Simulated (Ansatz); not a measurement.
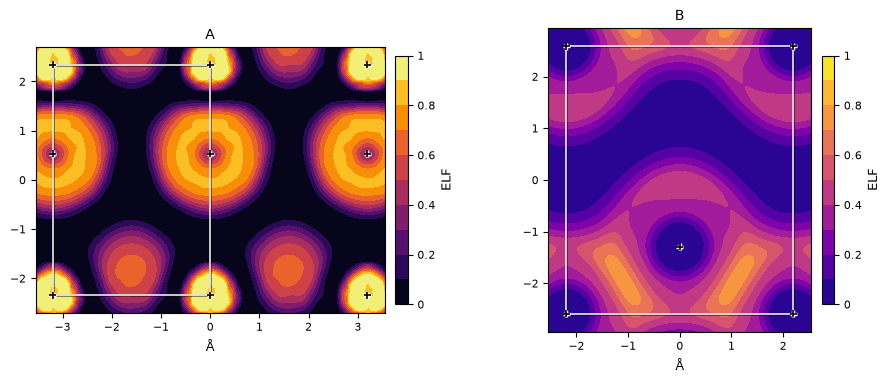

The electron localisation function of 2 systems, each on a plane through atoms (crosses mark nuclei in the plane).

Level of theory: Ansatz, DFT PBE, scalar-relativistic, plane waves, PAW.

System 1: Ge, the (100) plane of the conventional cell. Space group I4₁/amd; computed pressure about −2 GPa in this cell.

```
CELL_PARAMETERS angstrom
3.10097 -3.10097 0.00000
3.10097 3.10097 0.00000
0.00000 0.00000 5.16993
ATOMIC_POSITIONS crystal
Ge 0.50000 0.50000 0.00000
Ge 0.00000 0.00000 0.50000
Ge 0.50000 0.00000 0.25000
Ge 0.00000 0.50000 0.75000
```

System 2: LiF, the (010) plane of the conventional cell. Space group P6₃mc; a structure from a database of computed crystals, not necessarily the ambient phase; changed on purpose from its base cell (shift of Li1 along [0 0 1], its symmetry partners moved alike: +0.000 A in the relaxed cell; c/a of the conventional cell at fixed volume 1.4678).

```
Li F
1.0
     3.19558    0.00000    0.00000
    -1.59779    2.76745    0.00000
     0.00000    0.00000    4.69047
Li F
2 2
Direct
  0.33333 0.66667 0.38107
  0.66667 0.33333 0.88107
  0.33333 0.66667 0.99393
  0.66667 0.33333 0.49393
```

**Match each panel to its system.**

Panel A is system 2, LiF: the plane holds Li and F. Li–F (1.82 Å): the ELF peaks at about 0.85 in the valence shell of F, 0.6 Å from its nucleus, and falls to about 0 next to Li: an ionic contact with no shared pair. Panel B is system 1, Ge: the plane holds Ge. Ge–Ge (2.55 Å): the ELF peaks at about 0.75 between the atoms.
